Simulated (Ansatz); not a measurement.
# Single-point calculation of LiNbO$_{3}$ (part 2 of 2)

LiNbO$_{3}$ (R3c, 40 atoms in the cell); DFT PBE, scalar-relativistic, plane waves, PAW, no spin polarisation (Ansatz 0.2.0); cutoff 420 eV, 3×3×3 k-mesh, Gaussian smearing of 0.05 eV. The structure derives from an entry of the Crystallography Open Database.

Output, continued
```
  k-point 2: bands = ["-46.8439", "-46.8414", "-46.8414", "-46.8389", "-46.8389", "-46.8364", "-46.8364", "-46.8339", "-35.3443", "-35.3440", "-35.3440", "-35.3435", "-35.3435", "-35.3431", "-35.3431", "-35.3426", "-23.1797", "-23.1793", "-23.1793", "-23.1765", "-23.1498", "-23.1396", "-23.1394", "-23.1394", "-23.1208", "-23.1208", "-23.1078", "-23.0645", "-23.0630", "-23.0554", "-23.0431", "-23.0431", "-23.0393", "-22.9976", "-22.9976", "-22.9771", "-22.9549", "-22.9451", "-22.9451", "-22.9363", "-9.4650", "-9.2777", "-9.2777", "-9.1432", "-9.0547", "-8.9048", "-8.8612", "-8.8612", "-8.8173", "-8.8173", "-8.8077", "-8.7165", "-8.4326", "-8.4240", "-8.4219", "-8.4219", "-8.3335", "-8.3335", "-8.3242", "-8.1888", "-8.1381", "-8.0768", "-8.0768", "-8.0153", "2.7512", "2.7512", "2.7797", "2.8233", "3.0454", "3.0977", "3.0977", "3.2006", "3.2006", "3.2179", "3.2753", "3.3796", "3.5192", "3.5192", "3.5956", "3.7157", "3.7642", "3.8553", "3.8553", "4.0240", "4.0331", "4.2620", "4.2662", "4.2662", "4.4462", "4.4462", "4.4775", "4.6077", "4.7817", "4.8577", "4.9899", "4.9908", "4.9908", "5.1804", "5.1804", "5.2445", "5.3683", "5.5363", "5.7024", "5.7024", "5.8114", "5.8114", "5.8258", "5.8358", "5.9688", "6.0863", "6.0863", "6.1224", "6.2176", "6.2996", "6.3759", "6.3759", "6.4086", "6.5327", "6.5327", "6.6033", "6.6221", "6.6221", "6.6594", "6.6791", "6.7457", "6.7457", "6.7931", "6.8357", "6.8436", "6.9455", "6.9455", "7.1310", "7.1393", "7.1573", "7.1573", "7.1700", "11.0271", "11.0271", "11.0791", "11.2351", "11.2531", "11.2531", "11.3827", "11.4316", "11.6440", "11.7427", "11.7427", "11.8642", "12.1011", "12.1011", "12.2173", "12.2568", "12.3102", "12.3102", "12.3974", "12.4682", "12.4931", "12.6479"]
  k-point 5: bands = ["-46.8427", "-46.8402", "-46.8401", "-46.8401", "-46.8376", "-46.8376", "-46.8376", "-46.8351", "-35.3442", "-35.3437", "-35.3437", "-35.3437", "-35.3433", "-35.3433", "-35.3433", "-35.3428", "-23.1502", "-23.1502", "-23.1470", "-23.1462", "-23.1425", "-23.1375", "-23.1375", "-23.1362", "-23.1105", "-23.1105", "-23.1103", "-23.0655", "-23.0624", "-23.0605", "-23.0605", "-23.0573", "-23.0511", "-22.9970", "-22.9955", "-22.9955", "-22.9757", "-22.9731", "-22.9731", "-22.9571", "-9.2908", "-9.1397", "-9.0933", "-9.0933", "-8.9337", "-8.9025", "-8.9025", "-8.8076", "-8.7958", "-8.7558", "-8.7558", "-8.7236", "-8.4345", "-8.4041", "-8.3898", "-8.3898", "-8.3864", "-8.3746", "-8.3746", "-8.3121", "-8.3121", "-8.2797", "-8.2741", "-8.2232", "2.8962", "2.9060", "2.9060", "3.0692", "3.1474", "3.1474", "3.3152", "3.3486", "3.3794", "3.3794", "3.4174", "3.4465", "3.8045", "3.8045", "3.8528", "3.9147", "3.9216", "4.0202", "4.0322", "4.0322", "4.1386", "4.1405", "4.1405", "4.1575", "4.1795", "4.2890", "4.3829", "4.3829", "4.5529", "4.5972", "4.6215", "4.6215", "4.7961", "4.8666", "4.8666", "4.9572", "5.1449", "5.3117", "5.3117", "5.4489", "5.4813", "5.6212", "5.7449", "5.7449", "5.8190", "6.0694", "6.0694", "6.1445", "6.4192", "6.4652", "6.4652", "6.5103", "6.6547", "6.6816", "6.6933", "6.6933", "6.7350", "6.7350", "6.7496", "6.7809", "6.8390", "6.8390", "6.8411", "6.8877", "6.9205", "7.0286", "7.0286", "7.0375", "7.1052", "7.1223", "7.1223", "7.1746", "10.9470", "10.9470", "10.9559", "11.1823", "11.2991", "11.2991", "11.5561", "11.6774", "11.8132", "11.9205", "11.9205", "11.9618", "11.9957", "12.0962", "12.0962", "12.1502", "12.2707", "12.2868", "12.2868", "12.4626", "12.4760", "12.4760"]
```

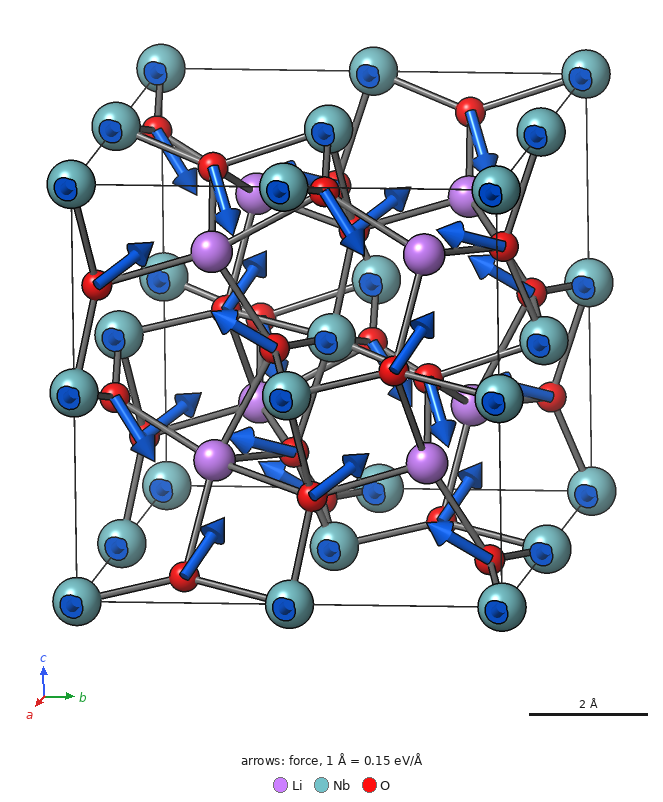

Figure 1. Forces on the atoms as blue arrows (ball-and-stick view of the cell of the calculation, seen slightly off an axis); the smallest are left out. The largest act on all 24 O atoms (0.20 eV/Å); all 8 Nb atoms (0.09 eV/Å). Atoms are counted from 1 in the order of the input and aren't labelled in the picture. The geometry is not a stationary point of this energy.

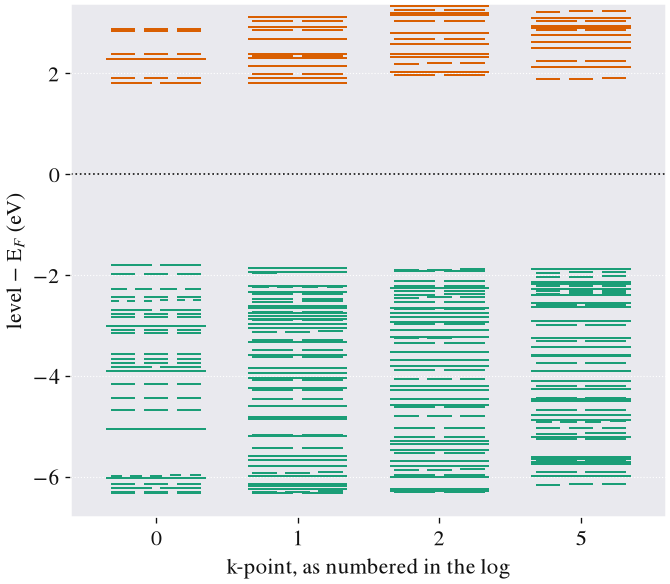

Figure 2. Kohn–Sham levels near the Fermi level (dotted) at the few k-points that the log prints; levels within 0.02 eV of each other stand side by side. Among these points the highest filled and lowest empty levels are 3.62 eV apart, which is the gap on the mesh.

This output came from the following input.

The input
```yaml
crystal:
  lattice:
    - [-5.1516, -2.974278, 4.623]
    - [5.1516, -2.974278, 4.623]
    - [0.0, 5.948555, 4.623]
  atoms:
    - { symbol: Li, position: [0.2815, 0.2815, 0.2815] }
    - { symbol: Li, position: [0.7815, 0.7815, 0.2815] }
    - { symbol: Li, position: [0.7815, 0.2815, 0.7815] }
    - { symbol: Li, position: [0.2815, 0.7815, 0.7815] }
    - { symbol: Li, position: [0.7815, 0.2815, 0.2815] }
    - { symbol: Li, position: [0.2815, 0.7815, 0.2815] }
    - { symbol: Li, position: [0.2815, 0.2815, 0.7815] }
    - { symbol: Li, position: [0.7815, 0.7815, 0.7815] }
    - { symbol: Nb, position: [5.5e-05, 5.5e-05, 5.5e-05] }
    - { symbol: Nb, position: [0.500055, 0.500055, 5.5e-05] }
    - { symbol: Nb, position: [0.500055, 5.5e-05, 0.500055] }
    - { symbol: Nb, position: [5.5e-05, 0.500055, 0.500055] }
    - { symbol: Nb, position: [0.500055, 5.5e-05, 5.5e-05] }
    - { symbol: Nb, position: [5.5e-05, 0.500055, 5.5e-05] }
    - { symbol: Nb, position: [5.5e-05, 5.5e-05, 0.500055] }
    - { symbol: Nb, position: [0.500055, 0.500055, 0.500055] }
    - { symbol: O, position: [0.538975, 0.41595, 0.235335] }
    - { symbol: O, position: [0.038975, 0.91595, 0.235335] }
    - { symbol: O, position: [0.038975, 0.41595, 0.735335] }
    - { symbol: O, position: [0.538975, 0.91595, 0.735335] }
    - { symbol: O, position: [0.735335, 0.038975, 0.41595] }
    - { symbol: O, position: [0.235335, 0.538975, 0.41595] }
    - { symbol: O, position: [0.235335, 0.038975, 0.91595] }
    - { symbol: O, position: [0.735335, 0.538975, 0.91595] }
    - { symbol: O, position: [0.91595, 0.235335, 0.038975] }
    - { symbol: O, position: [0.41595, 0.735335, 0.038975] }
    - { symbol: O, position: [0.41595, 0.235335, 0.538975] }
    - { symbol: O, position: [0.91595, 0.735335, 0.538975] }
    - { symbol: O, position: [0.235335, 0.41595, 0.038975] }
    - { symbol: O, position: [0.735335, 0.91595, 0.038975] }
    - { symbol: O, position: [0.735335, 0.41595, 0.538975] }
    - { symbol: O, position: [0.235335, 0.91595, 0.538975] }
    - { symbol: O, position: [0.41595, 0.038975, 0.235335] }
    - { symbol: O, position: [0.91595, 0.538975, 0.235335] }
    - { symbol: O, position: [0.91595, 0.038975, 0.735335] }
    - { symbol: O, position: [0.41595, 0.538975, 0.735335] }
    - { symbol: O, position: [0.038975, 0.235335, 0.41595] }
    - { symbol: O, position: [0.538975, 0.735335, 0.41595] }
    - { symbol: O, position: [0.538975, 0.235335, 0.91595] }
    - { symbol: O, position: [0.038975, 0.735335, 0.91595] }
basis:
  ecutwfc: 420
  fft_grid_basis: typed
kpoints:
  mp_grid: { grid: [3, 3, 3] }
hamiltonian:
  xc: pbe
  pseudopotentials: { kind: paw }
scf:
  occupations: { method: gaussian, width: 0.05 }
output:
  forces: true
  stress: false
  eigenvalues: true
  bader: false
  write_density: true
  volumetric_format: npy
```

Command:
```bash
ansatz run input.yaml --threads 4 --pin off --max-ram 10240MiB --backend cpu --events-out ev --progress --plain --runs-dir out
```

Key numbers

| quantity | value |
| --- | --- |
| outcome | converged |
| space group (tolerance 0.01 Å) | R3c (161) |
| electrons treated | 272 |
| free energy | −51717.7740 eV |
| Fermi energy | 9.060 eV |
| gap on the k-point mesh | 3.62 eV |
| largest force (length of the vector) | 0.204 eV/Å |
| hardware | 4 threads of Arm Neoverse V1, 24 GiB of memory available, shared host |
| wall time | 12 s (CPU time 48 s) |
| peak memory | 1.7 GiB |
